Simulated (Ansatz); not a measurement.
## Geometry relaxation of Si₂O (part 1 of 2)

The run: geometry relaxation of Si₂O (6 atoms in the cell). Method and program: DFT PBE, scalar-relativistic, plane waves, PAW, no spin polarisation (Ansatz 0.2.0).

The structure was built on a prototype by a generator; it need not be a known phase. It belongs to a series of runs on one base structure; here: random cell with space group Ama2 (No. 40). Figures and captions count atoms from 1; the log counts them from 0 in places.

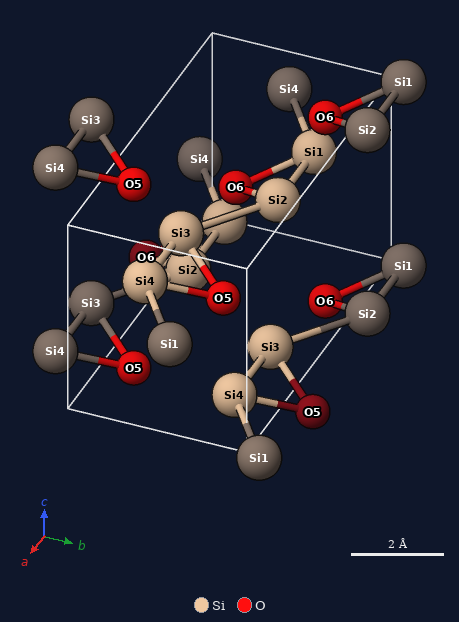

Figure 1. The structure as given in the input (ball-and-stick view of the cell 2 times as large as that of the calculation, set on its symmetry axes, seen at an oblique angle; neighbours outside the cell are drawn fainter; atoms are numbered from 1 in the order of the input).

**Key numbers**

| quantity | value |
| --- | --- |
| outcome | converged |
| space group (tolerance 0.01 Å) | Ama2 (40) → Fmmm (69) |
| electrons treated | 28 |
| free energy | −3678.3835 eV |
| Fermi energy | 6.700 eV |
| gap on the k-point mesh | none (metallic) |
| pressure | 0.07 GPa |
| final volume | 94.92 Å³ |
| largest force (length of the vector) at the end | 0.001 eV/Å |
| final cell | a = 7.940 Å, b = 3.458 Å, c = 3.458 Å, α = 88.00°, β = 90.00°, γ = 90.00° |
| hardware | 1 thread of Intel Xeon (Granite Rapids), 192 GiB of memory available, shared host |
| wall time | 52 s |
| peak memory | 0.36 GiB |

**Input file**
```yaml
crystal:
  lattice:
    - [8.0242144767, 0.0, 0.0]
    - [0.0, 2.1312294462, 2.4435521256]
    - [0.0, -2.1312294462, 2.4435521256]
  atoms:
    - { symbol: Si, position: [0.125, 0.3117798706, 0.9721149737] }
    - { symbol: Si, position: [0.375, 0.3117798706, 0.9721149737] }
    - { symbol: Si, position: [0.625, 0.9721149737, 0.3117798706] }
    - { symbol: Si, position: [0.875, 0.9721149737, 0.3117798706] }
    - { symbol: O, position: [0.75, 0.1666666667, 0.8333333333] }
    - { symbol: O, position: [0.25, 0.8333333333, 0.1666666667] }
basis:
  ecutwfc: 420
kpoints:
  mp_grid: { grid: [2, 6, 6] }
hamiltonian:
  xc: pbe
scf:
  occupations: { method: gaussian, width: 0.1 }
  lower_state_search: "off"
output:
  forces: true
  stress: true
  eigenvalues: true
relax:
  adjacent_minimum: "off"
  f_tol: 0.04
  max_steps: 70
  cell: { stress_tol: 0.4 }
```

Run as:
```bash
ansatz run input.yaml --threads 1 --pin off --max-ram 2560MiB --backend cpu --events-out ev --progress --plain --runs-dir out
```

**Log**
```
Engine: ansatz 0.2.0, x86_64-unknown-linux-gnu
Pseudopotentials: kind: paw
Pseudopotential: Si, paw, valence charge 4, recommended cutoff 420 eV (normal), Si.paw.azcp
Pseudopotential: O, paw, valence charge 6, recommended cutoff 420 eV (normal), O.paw.azcp
Functional definition: PBE
  parameter kappa = 0.804
  parameter beta = 0.06672455060314922
  exchange = pbe_x(kappa = kappa, mu = beta*pi^2/3)
  correlation = pbe_c(beta = beta)
Crystal: 6 atoms, lattice volume = 83.577 Å³
Basis set: ecut = 420 eV, 1661 PW (Γ), exchange–correlation on 108×48×48 points (8 copies of the dense FFT grid, shifted against one another)
Bands: 20, of which v1, the nominal top of the filled ones, is band 14 counted from 1 (13 counted from 0)
Symmetry: 4 space group operations
Space group: Ama2 (ITA 40), of the structure as read, at distance tolerance 4.4e-5 Å
k-points: 26 of 72 (time reversal used)
Non-local potential: Si, projectors of the file, l = 0: 2, l = 1: 2, l = 2: 2
Non-local potential: O, projectors of the file, l = 0: 2, l = 1: 2, l = 2: 1
PAW form: soft (Blöchl's): semilocal exchange-correlation on the pseudo side does not see the compensation charge
PAW one-centre angular grid: Si, 110 points (default); XC on 64 Gauss nodes
PAW one-centre angular grid: O, 110 points (default); XC on 64 Gauss nodes
Initial density: superposition of atomic densities (neutral atoms: chi_scale 0, normalization atom), corrected by the library's trained network
Initial wavefunctions: pseudopotential atomic-orbital guess
Functional: x = pbe(κ = 0.804, μ = 0.2195149727645171), c = pbe(β = 0.06672455060314922)
SCF iter   1: F=—  HF=-3671.154009 eV  |F-HF|=—  |Δ(HF+E_count)|=         —  Δρ=7.09e-3  dr2=4.58e-2  ethr=1.77e-3  ⟨swp⟩=6.4  Hψ=3042  notcnv=0
preconditioner: auto → none  [insulator: Δε(μ)=0.118 eV  Ē_g=10.487 eV  σ=0.100 eV  W_gap=0.58  n_scr=16 (ndim 8)  ℏωp=21.5 eV  f_vac=0.000  D(μ)=1.46/eV (n_scr^D=4)  ε∞_Penn≈5.2]
SCF iter   2: F=—  HF=-3671.143463 eV  |F-HF|=—  |Δ(HF+E_count)|=   1.05e-2  Δρ=2.81e-3  dr2=3.69e-3  ethr=1.63e-4  ⟨swp⟩=1.9  Hψ=885  notcnv=0
SCF iter   3: F=—  HF=-3671.143532 eV  |F-HF|=—  |Δ(HF+E_count)|=   6.90e-5  Δρ=8.77e-4  dr2=3.42e-4  ethr=1.32e-5  ⟨swp⟩=2.7  Hψ=794  notcnv=0
SCF iter   4: F=—  HF=-3671.143636 eV  |F-HF|=—  |Δ(HF+E_count)|=   1.04e-4  Δρ=2.08e-4  dr2=1.52e-5  ethr=1.22e-6  ⟨swp⟩=2.4  Hψ=768  notcnv=0
SCF iter   5: F=—  HF=-3671.143536 eV  |F-HF|=—  |Δ(HF+E_count)|=   9.97e-5  Δρ=2.84e-5  dr2=2.87e-7  ethr=5.42e-8  ⟨swp⟩=2.1  Hψ=862  notcnv=0
SCF iter   6: F=-3671.143536 eV  HF=-3671.143536 eV  |F-HF|=1.43e-9  |Δ(HF+E_count)|=   3.28e-7  Δρ=4.54e-6  dr2=9.01e-9  ethr=3.57e-10  ⟨swp⟩=8.1  Hψ=2438  notcnv=0
SCF 1 converged in 6 iterations: F = -3671.143536 eV  dr2 = 9.01e-9
  greatest PAW one-centre occupation: 0.879 electrons in one spin orbital (limit 2), on the O atom at site 5 (counted from 0), in its partial waves of l = 0
relax step   1: F+E_penalty+E_count = -3671.14353641 eV  Δ(F+E_penalty+E_count) = +0.000e0 eV  max|allowed force component| = 6.290e0 eV/Å  Δτ_max = 0.0000 Å  P = +16.102 GPa  Ω = 83.577 Å³  (6 SCF iters, dr2 threshold 1.00e-7 eV, accepted)
Crystal: 6 atoms, lattice volume = 83.089 Å³
Basis set: ecut = 420 eV, 1619 PW (Γ), exchange–correlation on 108×48×48 points (8 copies of the dense FFT grid, shifted against one another)
Initial density: handed on by an earlier stage of this run
Initial wavefunctions: those handed on with the density
iter 1 solved again at ethr=2.06e-3 eV; its pass at ethr=3.10e-3 eV (dr2=5.78e-1 eV) is discarded
SCF iter   1: F=—  HF=-3673.084809 eV  |F-HF|=—  |Δ(HF+E_count)|=         —  Δρ=2.34e-2  dr2=5.80e-1  ethr=2.06e-3  ⟨swp⟩=1.0  Hψ=3437  notcnv=0
preconditioner: auto → Kerker (q_TF=auto, 2.276 Å⁻¹)  [metal: Δε(μ)=0.022 eV  Ē_g=10.290 eV  σ=0.100 eV  W_gap=0.13  n_scr=18 (ndim 8)  ℏωp=21.6 eV  f_vac=0.000  D(μ)=3.48/eV (n_scr^D=28)]
SCF iter   2: F=—  HF=-3672.955304 eV  |F-HF|=—  |Δ(HF+E_count)|=   1.30e-1  Δρ=1.21e-2  dr2=1.45e-1  ethr=2.06e-3  ⟨swp⟩=1.3  Hψ=530  notcnv=0
SCF iter   3: F=—  HF=-3672.913510 eV  |F-HF|=—  |Δ(HF+E_count)|=   4.18e-2  Δρ=1.47e-3  dr2=1.54e-3  ethr=5.19e-4  ⟨swp⟩=2.5  Hψ=978  notcnv=0  defer=2
SCF iter   4: F=—  HF=-3672.913272 eV  |F-HF|=—  |Δ(HF+E_count)|=   2.37e-4  Δρ=4.90e-4  dr2=2.43e-4  ethr=5.51e-6  ⟨swp⟩=2.3  Hψ=995  notcnv=0  defer=2
SCF iter   5: F=—  HF=-3672.913205 eV  |F-HF|=—  |Δ(HF+E_count)|=   6.72e-5  Δρ=7.82e-5  dr2=6.43e-6  ethr=8.66e-7  ⟨swp⟩=2.3  Hψ=815  notcnv=0  defer=2
SCF iter   6: F=-3672.913206 eV  HF=-3672.913206 eV  |F-HF|=1.14e-7  |Δ(HF+E_count)|=   1.06e-6  Δρ=2.08e-5  dr2=4.28e-7  ethr=2.14e-9  ⟨swp⟩=7.4  Hψ=2535  notcnv=0
SCF 2 converged in 6 iterations: F = -3672.913206 eV  dr2 = 4.28e-7
  greatest PAW one-centre occupation: 0.880 electrons in one spin orbital (limit 2), on the O atom at site 5 (counted from 0), in its partial waves of l = 0
relax step   2: F+E_penalty+E_count = -3672.91320637 eV  Δ(F+E_penalty+E_count) = -1.770e0 eV  max|allowed force component| = 1.161e0 eV/Å  Δτ_max = 0.0919 Å  P = +4.117 GPa  Ω = 83.089 Å³  energy of the carried Pulay correction = +8.934e-4 eV  (6 SCF iters, dr2 threshold 6.00e-7 eV, accepted)
[... from here on the SCF iterations and repeated set-up lines of each step are left out, up to the last step ...]
SCF 3 converged in 6 iterations: F = -3673.417174 eV  dr2 = 8.98e-8
relax step   3: F+E_penalty+E_count = -3673.41717428 eV  Δ(F+E_penalty+E_count) = -5.040e-1 eV  max|allowed force component| = 1.101e0 eV/Å  Δτ_max = 0.2000 Å  P = +0.522 GPa  Ω = 83.155 Å³  energy of the carried Pulay correction = +7.734e-4 eV  (6 SCF iters, dr2 threshold 6.00e-7 eV, accepted)
SCF 4 converged in 6 iterations: F = -3674.017878 eV  dr2 = 1.03e-7
relax step   4: F+E_penalty+E_count = -3674.01787846 eV  Δ(F+E_penalty+E_count) = -6.007e-1 eV  max|allowed force component| = 7.615e-1 eV/Å  Δτ_max = 0.1949 Å  P = +1.962 GPa  Ω = 86.146 Å³  energy of the carried Pulay correction = -4.628e-3 eV  (6 SCF iters, dr2 threshold 6.00e-7 eV, accepted)
SCF 5 converged in 7 iterations: F = -3674.428862 eV  dr2 = 3.25e-8
relax step   5: F+E_penalty+E_count = -3674.42886239 eV  Δ(F+E_penalty+E_count) = -4.110e-1 eV  max|allowed force component| = 1.208e0 eV/Å  Δτ_max = 0.1763 Å  P = +4.566 GPa  Ω = 92.444 Å³  energy of the carried Pulay correction = -1.540e-2 eV  (7 SCF iters, dr2 threshold 6.00e-7 eV, accepted)
SCF 6 converged in 7 iterations: F = -3674.954309 eV  dr2 = 2.43e-7
relax step   6: F+E_penalty+E_count = -3674.95430880 eV  Δ(F+E_penalty+E_count) = -5.254e-1 eV  max|allowed force component| = 1.302e0 eV/Å  Δτ_max = 0.2000 Å  P = +1.460 GPa  Ω = 94.369 Å³  energy of the carried Pulay correction = -1.855e-2 eV  (7 SCF iters, dr2 threshold 6.00e-7 eV, accepted)
SCF 7 converged in 7 iterations: F = -3675.508011 eV  dr2 = 1.76e-7
relax step   7: F+E_penalty+E_count = -3675.50801107 eV  Δ(F+E_penalty+E_count) = -5.537e-1 eV  max|allowed force component| = 8.957e-1 eV/Å  Δτ_max = 0.1968 Å  P = -1.645 GPa  Ω = 96.569 Å³  energy of the carried Pulay correction = -2.206e-2 eV  (7 SCF iters, dr2 threshold 6.00e-7 eV, accepted)
SCF 8 converged in 7 iterations: F = -3676.122855 eV  dr2 = 1.92e-7
relax step   8: F+E_penalty+E_count = -3676.12285533 eV  Δ(F+E_penalty+E_count) = -6.148e-1 eV  max|allowed force component| = 1.181e0 eV/Å  Δτ_max = 0.1952 Å  P = -4.181 GPa  Ω = 95.878 Å³  energy of the carried Pulay correction = -2.096e-2 eV  (7 SCF iters, dr2 threshold 6.00e-7 eV, accepted)
SCF 9 converged in 6 iterations: F = -3676.903406 eV  dr2 = 5.70e-7
relax step   9: F+E_penalty+E_count = -3676.90340568 eV  Δ(F+E_penalty+E_count) = -7.806e-1 eV  max|allowed force component| = 1.407e0 eV/Å  Δτ_max = 0.1951 Å  P = -5.454 GPa  Ω = 94.625 Å³  energy of the carried Pulay correction = -1.896e-2 eV  (6 SCF iters, dr2 threshold 6.00e-7 eV, accepted)
SCF 10 converged in 7 iterations: F = -3677.691807 eV  dr2 = 1.05e-7
relax step  10: F+E_penalty+E_count = -3677.69180740 eV  Δ(F+E_penalty+E_count) = -7.884e-1 eV  max|allowed force component| = 1.167e0 eV/Å  Δτ_max = 0.1531 Å  P = -2.494 GPa  Ω = 92.826 Å³  energy of the carried Pulay correction = -1.603e-2 eV  (7 SCF iters, dr2 threshold 6.00e-7 eV, accepted)
SCF 11 converged in 7 iterations: F = -3678.170602 eV  dr2 = 1.10e-7
relax step  11: F+E_penalty+E_count = -3678.17060191 eV  Δ(F+E_penalty+E_count) = -4.788e-1 eV  max|allowed force component| = 6.037e-1 eV/Å  Δτ_max = 0.1721 Å  P = +1.249 GPa  Ω = 92.364 Å³  energy of the carried Pulay correction = -1.527e-2 eV  (7 SCF iters, dr2 threshold 6.00e-7 eV, accepted)
SCF 12 converged in 6 iterations: F = -3678.307995 eV  dr2 = 7.73e-9
relax step  12: F+E_penalty+E_count = -3678.30799535 eV  Δ(F+E_penalty+E_count) = -1.374e-1 eV  max|allowed force component| = 2.158e-2 eV/Å  Δτ_max = 0.2000 Å  P = +0.801 GPa  Ω = 93.258 Å³  energy of the carried Pulay correction = -1.674e-2 eV  (6 SCF iters, dr2 threshold 6.00e-7 eV, accepted)
SCF 13 converged in 6 iterations: F = -3678.311714 eV  dr2 = 1.34e-7
relax step  13: F+E_penalty+E_count = -3678.31171361 eV  Δ(F+E_penalty+E_count) = -3.718e-3 eV  max|allowed force component| = 2.391e-2 eV/Å  Δτ_max = 0.0481 Å  P = +0.285 GPa  Ω = 93.771 Å³  energy of the carried Pulay correction = -1.758e-2 eV  (6 SCF iters, dr2 threshold 6.00e-7 eV, accepted)
SCF 14 converged in 6 iterations: F = -3678.365984 eV  dr2 = 1.08e-9
relax step  14: F+E_penalty+E_count = -3678.36598400 eV  Δ(F+E_penalty+E_count) = -5.427e-2 eV  max|allowed force component| = 2.110e-2 eV/Å  Δτ_max = 0.0000 Å  P = +1.078 GPa  Ω = 93.771 Å³  stress off target by 1.86e0 GPa  SCF on the basis re-selected at this cell (its energy is not comparable with the rows above)  (6 SCF iters)
SCF 15 converged in 6 iterations: F = -3678.342432 eV  dr2 = 1.22e-7
relax step  15: F+E_penalty+E_count = -3678.34243151 eV  Δ(F+E_penalty+E_count) = +2.355e-2 eV  max|allowed force component| = 6.241e-1 eV/Å  Δτ_max = 0.0647 Å  P = +1.426 GPa  Ω = 95.058 Å³  energy of the carried Pulay correction = -2.563e-3 eV  (6 SCF iters, dr2 threshold 6.00e-7 eV, rejected (line search))
SCF 16 converged in 8 iterations: F = -3678.370113 eV  dr2 = 9.29e-10
relax step  16: F+E_penalty+E_count = -3678.37011286 eV  Δ(F+E_penalty+E_count) = -4.129e-3 eV  max|allowed force component| = 8.518e-3 eV/Å  Δτ_max = 0.0086 Å  P = +0.033 GPa  Ω = 95.047 Å³  energy of the carried Pulay correction = -2.345e-3 eV  (8 SCF iters, accepted)
SCF 17 converged in 5 iterations: F = -3678.371145 eV  dr2 = 7.28e-8
relax step  17: F+E_penalty+E_count = -3678.37114512 eV  Δ(F+E_penalty+E_count) = -1.032e-3 eV  max|allowed force component| = 3.144e-3 eV/Å  Δτ_max = 0.0120 Å  P = -0.006 GPa  Ω = 95.157 Å³  energy of the carried Pulay correction = -2.627e-3 eV  (5 SCF iters, dr2 threshold 6.00e-7 eV, accepted)
SCF 18 converged in 6 iterations: F = -3678.365394 eV  dr2 = 2.76e-9
relax step  18: F+E_penalty+E_count = -3678.36539395 eV  Δ(F+E_penalty+E_count) = +5.751e-3 eV  max|allowed force component| = 6.680e-2 eV/Å  Δτ_max = 0.0752 Å  P = -0.734 GPa  Ω = 95.720 Å³  energy of the carried Pulay correction = -4.031e-3 eV  (6 SCF iters, dr2 threshold 4.73e-7 eV, rejected (line search))
SCF 19 converged in 8 iterations: F = -3678.376281 eV  dr2 = 8.11e-10
relax step  19: F+E_penalty+E_count = -3678.37628116 eV  Δ(F+E_penalty+E_count) = -5.136e-3 eV  max|allowed force component| = 4.810e-3 eV/Å  Δτ_max = 0.0023 Å  P = +0.042 GPa  Ω = 95.043 Å³  energy of the carried Pulay correction = -2.462e-3 eV  (8 SCF iters, accepted)
SCF 20 converged in 6 iterations: F = -3678.375496 eV  dr2 = 4.75e-10
relax step  20: F+E_penalty+E_count = -3678.37549607 eV  Δ(F+E_penalty+E_count) = +7.851e-4 eV  max|allowed force component| = 2.498e-2 eV/Å  Δτ_max = 0.0043 Å  P = +0.041 GPa  Ω = 94.795 Å³  energy of the carried Pulay correction = -2.096e-3 eV  (6 SCF iters, dr2 threshold 6.00e-7 eV, rejected (line search))
SCF 21 converged in 6 iterations: F = -3678.380159 eV  dr2 = 2.51e-9
relax step  21: F+E_penalty+E_count = -3678.38015938 eV  Δ(F+E_penalty+E_count) = -3.878e-3 eV  max|allowed force component| = 1.183e-3 eV/Å  Δτ_max = 0.0020 Å  P = +0.040 GPa  Ω = 94.920 Å³  energy of the carried Pulay correction = -2.275e-3 eV  (6 SCF iters, accepted)
iter 1 solved again at ethr=2.23e-7 eV; its pass at ethr=3.10e-3 eV (dr2=6.25e-5 eV) is discarded
SCF iter   1: F=—  HF=-3678.382949 eV  |F-HF|=—  |Δ(HF+E_count)|=         —  Δρ=1.87e-4  dr2=3.76e-6  ethr=2.23e-7  ⟨swp⟩=3.2  Hψ=4402  notcnv=0
preconditioner: auto → Kerker (q_TF=auto, 2.226 Å⁻¹)  [metal: Δε(μ)=0.102 eV  Ē_g=9.000 eV  σ=0.100 eV  W_gap=0.46  n_scr=16 (ndim 8)  ℏωp=18.7 eV  f_vac=0.003  D(μ)=1.74/eV (n_scr^D=8)]
SCF iter   2: F=—  HF=-3678.383462 eV  |F-HF|=—  |Δ(HF+E_count)|=   5.13e-4  Δρ=9.39e-5  dr2=1.00e-6  ethr=1.34e-8  ⟨swp⟩=2.0  Hψ=866  notcnv=0
SCF iter   3: F=—  HF=-3678.383499 eV  |F-HF|=—  |Δ(HF+E_count)|=   3.66e-5  Δρ=2.36e-5  dr2=1.05e-7  ethr=3.58e-9  ⟨swp⟩=2.1  Hψ=839  notcnv=0
SCF iter   4: F=-3678.383500 eV  HF=-3678.383500 eV  |F-HF|=6.38e-9  |Δ(HF+E_count)|=   1.49e-6  Δρ=2.03e-6  dr2=1.45e-9  ethr=1.37e-11  ⟨swp⟩=4.3  Hψ=2539  notcnv=0
SCF 22 converged in 4 iterations: F = -3678.383500 eV  dr2 = 1.45e-9
relax step  22: F+E_penalty+E_count = -3678.38350003 eV  Δ(F+E_penalty+E_count) = -3.341e-3 eV  max|allowed force component| = 1.160e-3 eV/Å  Δτ_max = 0.0000 Å  P = +0.069 GPa  Ω = 94.920 Å³  stress off target by 1.49e-1 GPa  SCF on the basis re-selected at this cell (its energy is not comparable with the rows above)  (4 SCF iters)
```

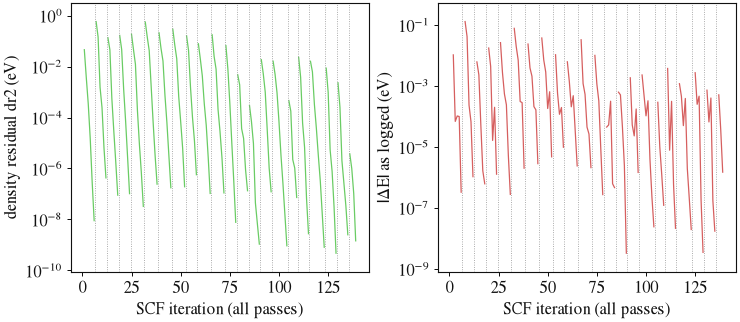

Figure 2. Convergence of the self-consistent field: density residual dr2 and size of the energy change against the SCF iteration. The dotted lines part the SCF passes of the relaxation: geometry steps, rejected trials and re-solves on a re-selected basis. The 22 passes take 4 to 8 iterations each, 139 in all.
